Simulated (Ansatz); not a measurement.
A series of calculations on H11NO4

**1. Relaxation**

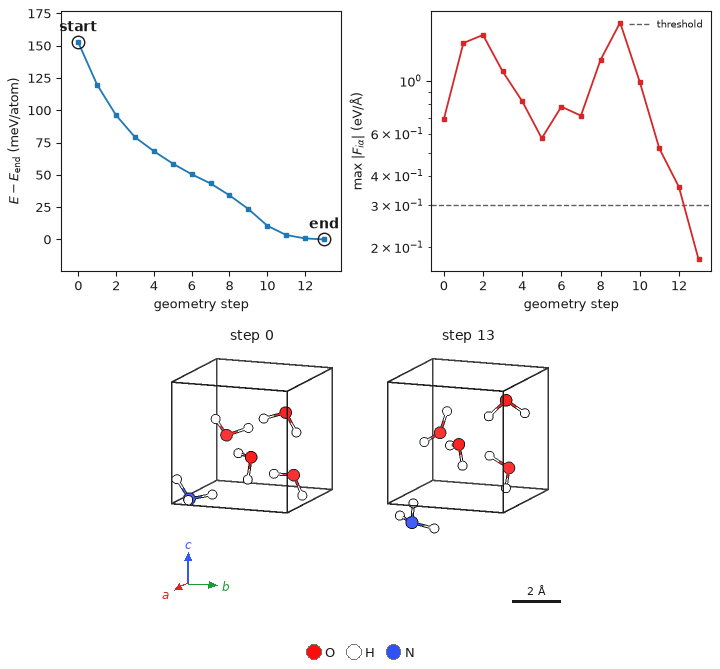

First and last geometry of a relaxation of an amorphous cell of composition H11NO4, with the history of the run. The picture is a ball-and-stick view of the cell of the calculation, seen slightly off an axis.

The cell holds 4 H2O + 1 NH3. The run prepares the start of a later molecular dynamics calculation, from a guessed geometry.

Level of theory: Ansatz, DFT PBE-D3(BJ), scalar-relativistic, plane waves, PAW.

Input file:
```yaml
crystal:
  lattice:
    - [5.23054, 0.0, 0.0]
    - [0.0, 5.23054, 0.0]
    - [0.0, 0.0, 5.23054]
  atoms:
    - { symbol: O, position: [0.1112948, 0.7091157, 0.1173001] }
    - { symbol: H, position: [0.0717064, 0.7680735, -0.053716] }
    - { symbol: H, position: [0.0827122, 0.5263303, 0.1094077] }
    - { symbol: O, position: [0.688584, 0.5662383, 0.3649367] }
    - { symbol: H, position: [0.5822706, 0.4146308, 0.3664907] }
    - { symbol: H, position: [0.7638771, 0.5664216, 0.1957603] }
    - { symbol: O, position: [0.3520339, 0.733664, 0.6801652] }
    - { symbol: H, position: [0.3853619, 0.8387278, 0.531368] }
    - { symbol: H, position: [0.4063454, 0.5643342, 0.6285178] }
    - { symbol: O, position: [0.145962, 0.1416224, 0.4101272] }
    - { symbol: H, position: [0.0756987, 0.3028989, 0.4679435] }
    - { symbol: H, position: [0.0634103, 0.0156153, 0.5178174] }
    - { symbol: "N", position: [0.7378114, 0.0510352, -0.0068793] }
    - { symbol: H, position: [0.6963711, -0.0718458, 0.1379397] }
    - { symbol: H, position: [0.9197792, 0.112206, 0.0237059] }
    - { symbol: H, position: [0.6230943, 0.2059341, 0.0183384] }
basis:
  ecutwfc: 420.0
kpoints:
  mp_grid: { grid: [1, 1, 1] }
hamiltonian:
  xc: pbe
  dispersion: d3bj
scf:
  occupations: { method: fermi_dirac, width: 0.05 }
  lower_state_search: "off"
relax:
  f_tol: 0.3
  max_steps: 15
  adjacent_minimum: "off"
output:
  write_density: true
  write_potential: true
  elf: true
  volumetric_format: npy
```

Command:
```bash
ansatz run input.yaml --threads 1 --pin off --max-ram 3072MiB --backend cpu --events-out ev --progress --plain --runs-dir out
```

What do the curves and the structures tell?

It converged. H14 moves most: 1.56 Å roughly along [0 1 −3]. Largest moves by element: H 1.56 Å, N 1.18 Å, O 0.95 Å. The cell stays as it was. Some distances before and after: O10–H11 0.969 → 1.052 Å, O1–H2 0.969 → 1.000 Å, O10–H12 0.969 → 0.987 Å, O1–H3 0.969 → 0.978 Å. Bond angles that change, for instance: H5–O4–H6 104.0° → 110.7°, H8–O7–H9 104.0° → 101.5°. The energy falls by 153 meV per atom in 13 geometry steps. Largest force component: 0.69 eV/Å at the start, 0.18 eV/Å at the end. Cost: 8.8 s on 1 thread of AMD EPYC 9R14 (Zen 4) (shared host), peak memory 0.37 GiB.

Limits of the set-up: the periodic images lie only 5.2 Å apart, so the values are limited by the cell's size.

**2. Dynamics**

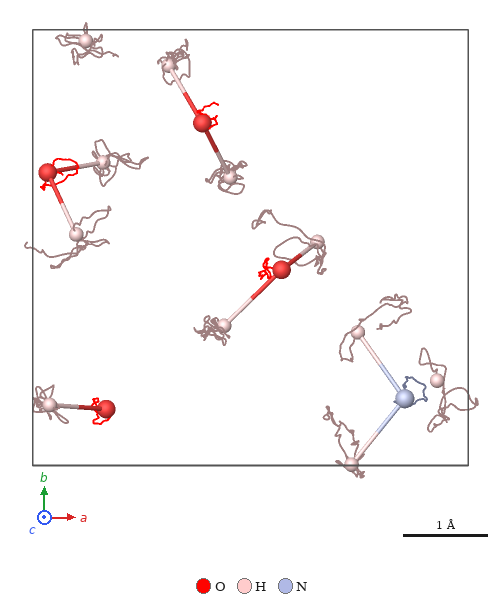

A Born-Oppenheimer molecular dynamics run of a periodic cell with 4 H2O + 1 NH3 at 1.034 g/cm³, 225 fs long. Lines trace each atom's path, in the colour of its element; spheres stand at the starting positions. Seen along the c axis in the simulation cell.

All numbers below come from DFT PBE-D3(BJ), scalar-relativistic, plane waves, PAW (Ansatz 0.2.0). Set-up: plane-wave cutoff 420 eV; k-point mesh 1 × 1 × 1; Fermi-Dirac smearing 0.05 eV; Langevin thermostat (NVT); set temperature 350 K; time step 0.75 fs; friction 0.02 per fs.

The input:
```yaml
crystal:
  lattice:
    - [5.23054, 0.0, 0.0]
    - [0.0, 5.23054, 0.0]
    - [0.0, 0.0, 5.23054]
  atoms:
    - { symbol: O, position: [0.03439822, 0.67263076, 0.1594616] }
    - { symbol: H, position: [0.16149551, 0.6955542, 0.0185514] }
    - { symbol: H, position: [0.09995012, 0.53043136, 0.26155577] }
    - { symbol: O, position: [0.57136397, 0.4491203, 0.43935764] }
    - { symbol: H, position: [0.43936161, 0.32070105, 0.39641656] }
    - { symbol: H, position: [0.65365497, 0.51308853, 0.28508006] }
    - { symbol: O, position: [0.38941252, 0.78599689, 0.79217566] }
    - { symbol: H, position: [0.31217942, 0.91818317, 0.68119438] }
    - { symbol: H, position: [0.45348792, 0.66127343, 0.66373633] }
    - { symbol: O, position: [0.16883517, 0.12940078, 0.43350203] }
    - { symbol: H, position: [0.03882081, 0.13888019, 0.58659085] }
    - { symbol: H, position: [0.12180368, -0.02544075, 0.33652253] }
    - { symbol: "N", position: [0.85431183, 0.15314913, -0.17124645] }
    - { symbol: H, position: [0.73198271, 0.00181064, -0.14876105] }
    - { symbol: H, position: [0.92865012, 0.19473389, 0.00411757] }
    - { symbol: H, position: [0.74660471, 0.30548874, -0.22903156] }
basis:
  ecutwfc: 420.0
kpoints:
  mp_grid: { grid: [1, 1, 1] }
hamiltonian:
  xc: pbe
  dispersion: d3bj
scf:
  occupations: { method: fermi_dirac, width: 0.05 }
  lower_state_search: "off"
md:
  timestep: 0.75
  n_steps: 300
  ensemble: nvt_langevin
  temperature: 350.0
  initial_velocities: maxwell_boltzmann
  seed: 125375
  friction: 0.02
```

Command:
```bash
ansatz run input.yaml --threads 1 --pin off --max-ram 3072MiB --backend cpu --events-out ev --progress --plain --runs-dir out
```

How do the atoms move?

In the second half of the run the atoms are, in the root-mean-square, this far from where they began (common drift taken out): H 0.40 Å, N 0.24 Å, O 0.22 Å. The heavy atoms stay within a fraction of a molecule's size of their starting places; so short a run doesn't tell a liquid from a solid.

Limits of the set-up: the periodic images lie only 5.2 Å apart, so the values are limited by the cell's size.

The run took 100 s on 1 thread of AMD EPYC 9R14 (Zen 4) (shared host), peak memory 0.35 GiB.

**3. Dynamics**

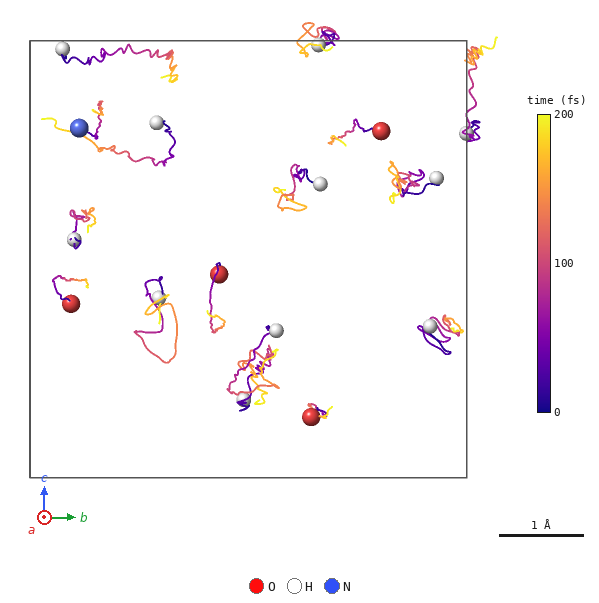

First-principles dynamics of a periodic cell with 4 H2O + 1 NH3 at 1.034 g/cm³, 200 fs long. It starts from the last geometry of an earlier run, with fresh velocities. Lines trace each atom's path, coloured by time; spheres stand at the starting positions. Seen along the a axis in the simulation cell.

Level of theory: Ansatz, DFT PBE-D3(BJ), scalar-relativistic, plane waves, PAW. Run with plane-wave cutoff 420 eV; k-point mesh 1 × 1 × 1; Fermi-Dirac smearing 0.05 eV; Nosé-Hoover thermostat (NVT); set temperature 350 K; time step 0.5 fs; thermostat time 100.0 fs.

> What do the traces tell about the motion?

In the second half of the run the atoms are, in the root-mean-square, this far from where they began (common drift taken out): H 0.78 Å, O 0.49 Å, N 0.36 Å. The heavy atoms stay within a fraction of a molecule's size of their starting places, while the hydrogen atoms travel further, as molecules turn; so short a run doesn't tell a liquid from a solid.

Limits of the set-up: the periodic images lie only 5.2 Å apart, so the values are limited by the cell's size.

Cost: 120 s on 1 thread of AMD EPYC 9R14 (Zen 4) (shared host), peak memory 0.36 GiB.
